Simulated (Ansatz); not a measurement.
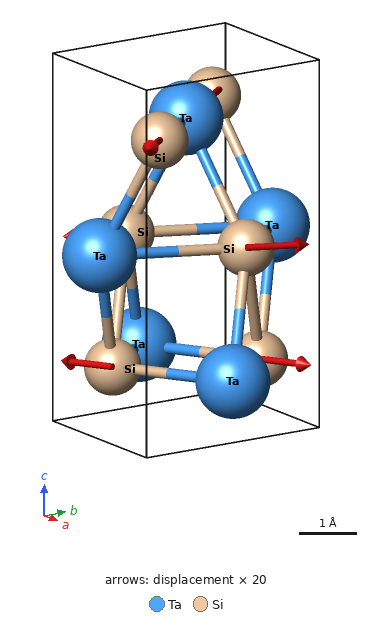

This is a relaxation of solid TaSi₂ (set up in P6_222). The starting structure is drawn; red arrows show the displacements (the part carried along by the change of the cell is left out), 20 times their true length.

A ball-and-stick model of the cell of the calculation, seen slightly off an axis.

The run lets cell and atoms move.

Method: Kohn-Sham DFT of a periodic cell, PBE with D3(BJ), Ansatz PAW in Ansatz 0.2.0.

The input:
```yaml
crystal:
  lattice:
    - [4.78, 0.0, 0.0]
    - [-2.39, 4.1396014301, 0.0]
    - [0.0, 0.0, 6.564]
  atoms:
    - { symbol: Ta, position: [0.0, 0.5, 0.1666666667] }
    - { symbol: Ta, position: [0.5, 0.5, 0.8333333333] }
    - { symbol: Ta, position: [0.5, 0.0, 0.5] }
    - { symbol: Si, position: [0.3333, 0.16665, 0.1666666667] }
    - { symbol: Si, position: [0.16665, 0.83335, 0.8333333333] }
    - { symbol: Si, position: [0.83335, 0.6667, 0.5] }
    - { symbol: Si, position: [0.6667, 0.83335, 0.1666666667] }
    - { symbol: Si, position: [0.83335, 0.16665, 0.8333333333] }
    - { symbol: Si, position: [0.16665, 0.3333, 0.5] }
hamiltonian:
  xc: pbe
  pseudopotentials: { kind: paw }
  dispersion: d3bj
kpoints:
  mp_grid: { grid: [7, 7, 4] }
scf:
  occupations: { method: fermi_dirac, width: 0.05 }
output:
  forces: true
  stress: true
  eigenvalues: true
relax:
  f_tol: 0.01
  max_steps: 40
  cell: { stress_tol: 0.05 }
```

Run as
```bash
ansatz run input.yaml --threads 4 --pin off --max-ram 11264MiB --backend cpu --events-out ev --progress --plain --runs-dir out
```

Question: Which element moves most?

Answer: Silicon: up to 0.060 Å, against 0.000 Å for tantalum.

Question: What did the optimiser do to the structure, and how much energy did it gain?

Answer: The largest moves relative to the cell, 0.060 Å, are those of Si atoms. Ta stays in place. The volume changes by −1.8 %, with a = b 4.780 → 4.743 Å (−0.8 %), c 6.564 → 6.550 Å (−0.2 %). Some distances before and after: Si–Si 2.759 → 2.619 Å, Si–Ta 2.760 → 2.709 Å, Si–Si 2.587 → 2.546 Å, Si–Ta 2.760 → 2.798 Å. The space group stays P6_222 (No. 180). The energy falls by 0.174 eV per cell of the calculation in 4 accepted moves (5 points after the start). The largest force component goes from 0.78 to 0.00015 eV/Å. The pressure goes from −2.80 to −0.01 GPa. At 1 point the geometry stayed and the basis and grid were re-selected for the new cell (energy shift of 0.6 meV per cell of the calculation at most each time).
